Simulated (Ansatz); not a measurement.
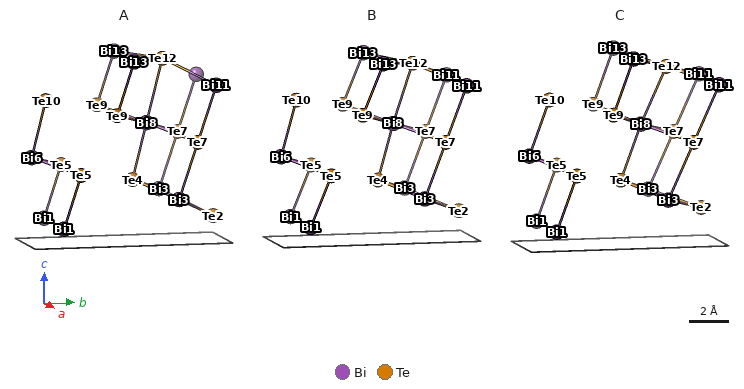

3 geometries from one relaxation of a slab of composition Bi$_{6}$Te$_{7}$ (cut from the R-3m phase), in shuffled order. The picture is a ball-and-stick view of the cell of the calculation, outlined in the plane, without the vacuum, seen slightly off an axis.

Case: (0 1 2) slab, atoms relaxed. The slab is the (0 1 2) face of Bi2Te3.

Level of theory: Ansatz 0.2.0, DFT PBEsol, scalar-relativistic, plane waves, PAW. Set-up: plane-wave cutoff 420 eV; k-point mesh 8 × 4 × 1; occupations gaussian; smearing width 0.05 eV; no spin polarisation; dipole correction; atoms relaxed in a fixed cell; force threshold 0.02 eV/Å; at most 60 steps.

Question: Put them in the order of the run, from the start to the converged end.

Answer: C, B, A. They are steps 0, 3, 8, at +0.539 eV per cell of the calculation, +52.1 meV per cell of the calculation relative to the last. Over 7 accepted moves (8 points after the start) the energy falls by 0.539 eV per cell of the calculation. Largest force component: 1.1 eV/Å at the start, 0.015 eV/Å at the end. The line search rejected the trial step at point 6 of the run. The largest moves, 0.60 Å, are those of Te2 and Te12. Te2 goes at 44° to the normal (−c side). Largest moves by element: Te 0.60 Å, Bi 0.36 Å. The cell stays as it was. Near-neighbour distances that change, for instance: Bi1–Te2 3.235 → 2.984 Å, Bi11–Te12 3.235 → 3.407 Å, Bi1–Te5 3.061 → 2.892 Å, Bi3–Te7 3.235 → 3.087 Å. Among the angles between lasting bonds that change: Bi11–Te12–Bi13 180.0° → 162.2°, Bi8–Te12–Bi11 94.8° → 80.2°, Te7–Bi11–Te12 85.2° → 96.5°. The run took 24 min on 2 threads of Arm Neoverse V1 (shared host), peak memory 2.6 GiB.
